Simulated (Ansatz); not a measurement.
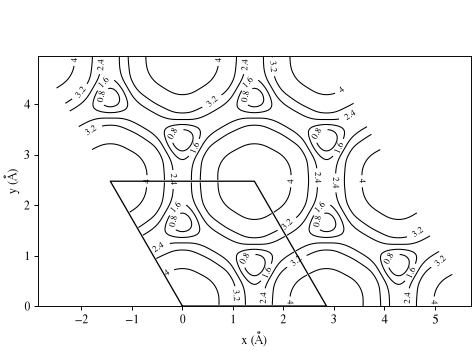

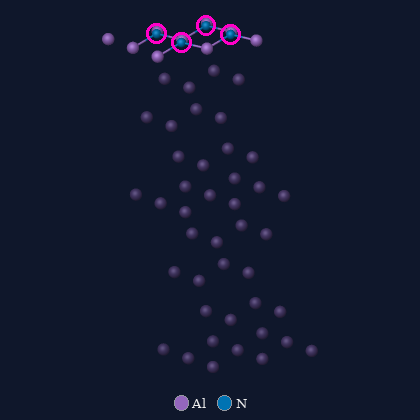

Energy landscape of N on an Al(001) slab cut from the P6_3/mmc phase, its upper half relaxed before the scan (9 atoms of substrate and one adsorbate in a 1 × 1 cell). 
- N is moved over the surface cell; relaxed at each place: the height of the adsorbate's atoms; substrate rigid; the origin of the map has the adsorbate above Al9.
- Places are given modulo a cell vector. The map is drawn in real space over the plane of the surface.
- The scan uses a 6 × 6 grid; 10 points were computed and 26 follow by symmetry.
- Energies: eV, counted from the lowest grid point.
- With one adsorbate in each 1 × 1 cell, its nearest image is 2.9 Å away, so neighbouring adsorbates interact.
- These are results of Ansatz 0.2.0, DFT PBE, scalar-relativistic, plane waves, PAW, not measurements. Settings: cutoff 420 eV, k-mesh 9×9×1, gaussian smearing 0.1 eV, no spin polarisation.

The picture shows contour lines labelled in eV, the outline of one cell of the 2 × 2 shown. Between grid points the surface is interpolated. The second picture is the structure at the lowest point; rings mark the moved atoms.

What does the map say about the system?

Answer. The lowest grid point is at a threefold hollow over a second-layer Al atom, (4/6, 2/6) of the cell vectors. There is a further well near a threefold hollow over a third-layer Al atom, (2/6, 4/6) of the cell vectors (0.25 eV above the lowest at that grid point). The highest grid point, the top site over a surface Al atom, (0/6, 0/6) of the cell vectors, lies 4.39 eV above the lowest. On the interpolated surface the easiest way out of the lowest well to the well at a threefold hollow over a third-layer Al atom, (2/6, 4/6) of the cell vectors passes a barrier of about 2 eV. At the lowest point the adsorbate has 3 Al at 1.68 Å as nearest neighbours, at the highest 1 Al at 1.84 Å. Its relaxed height above the top atom is 0.35 Å at the lowest and 1.84 Å at the highest point.

Time for the 10 points that were run: 29 min on 1 thread of Arm Neoverse N1 (shared host).

PAW datasets: the set soft_1.
